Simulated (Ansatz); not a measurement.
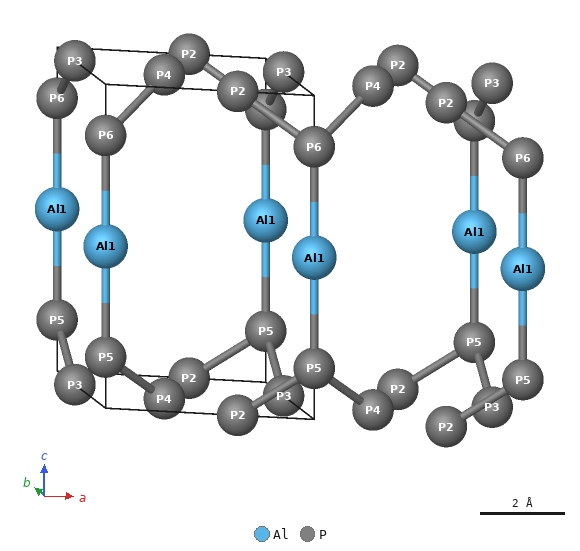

Starting structure of crystalline AlP5 (a generated structure, set up in P-62m). The picture is a ball-and-stick view of the cell of the calculation, repeated 2 × 1 × 1 with one cell outlined, seen slightly off an axis.

All numbers below come from DFT PBE, scalar-relativistic, plane waves, PAW (Ansatz 0.2.0).

Input
```yaml
crystal:
  lattice:
    - [5.2350455961, 0.0, 0.0]
    - [-2.617522798, 4.5336824762, 0.0]
    - [0.0, 0.0, 7.8866732998]
  atoms:
    - { symbol: Al, position: [0.0, 0.0, 0.5] }
    - { symbol: P, position: [0.6330080609, 0.0, 0.0] }
    - { symbol: P, position: [0.0, 0.6330080609, 0.0] }
    - { symbol: P, position: [0.3669919391, 0.3669919391, 0.0] }
    - { symbol: P, position: [0.0, 0.0, 0.1579487517] }
    - { symbol: P, position: [0.0, 0.0, 0.8420512483] }
basis:
  ecutwfc: 420
kpoints:
  mp_grid: { grid: [12, 12, 6] }
hamiltonian:
  xc: pbe
scf:
  occupations: { method: gaussian, width: 0.1 }
output:
  forces: true
  stress: true
  eigenvalues: true
  write_density: true
  write_potential: true
  elf: true
  volumetric_format: npy
relax:
  adjacent_minimum: "off"
  f_tol: 0.01
  max_steps: 80
  cell: { stress_tol: 0.05 }
```

Run as
```bash
ansatz run input.yaml --threads 1 --pin off --max-ram 2560MiB --backend cpu --events-out ev --progress --plain --runs-dir out
```

What does the optimiser find from here?

Answer. After 4 accepted moves (5 points after the start) the energy has fallen by 12.0 meV per cell of the calculation. The largest force component goes from 0.12 to 0.0029 eV/Å. Pressure: 0.13 GPa at the start and 0.02 GPa at the end. The SCF was repeated once at an unchanged geometry on a basis and grid sized afresh for the cell, which shifted the energy by less than 0.05 meV per cell of the calculation at most. The largest moves relative to the cell, 0.023 Å, are those of P2, P3 and P4. P3 goes along −b. Al stays in place. The volume changes by −1.0 %, with a = b 5.235 → 5.172 Å (−1.2 %), c 7.887 → 8.000 Å (+1.4 %). Some distances before and after: Al1–P5 2.698 → 2.732 Å, P2–P5 2.290 → 2.302 Å. The space group stays P-62m (No. 189).

Step by step:

```csv
step,"E − E(0), meV/atom","largest force component, eV/Å","pressure, GPa","volume, Å³/atom",note
0,0.00,0.1176,0.13,31.197,
1,-1.25,0.0991,0.15,30.957,
2,-1.91,0.0506,-0.10,30.805,
3,-1.99,0.0087,0.05,30.776,
4,-2.01,0.0028,0.02,30.881,
5,-2.00,0.0029,0.02,30.881,"same geometry, new basis"
```

The structure at the end:

```
CELL_PARAMETERS angstrom
5.17160 0.00000 0.00000
-2.58580 4.47874 0.00000
0.00000 0.00000 7.99958
ATOMIC_POSITIONS crystal
Al 0.00000 0.00000 0.50000
P 0.62860 0.00000 0.00000
P 0.00000 0.62860 0.00000
P 0.37141 0.37140 0.00000
P 0.00000 0.00000 0.15853
P 0.00000 0.00000 0.84147
```

The end point in the same view:

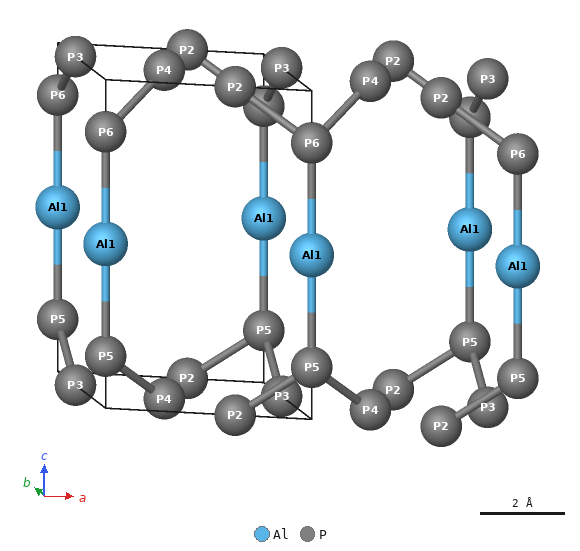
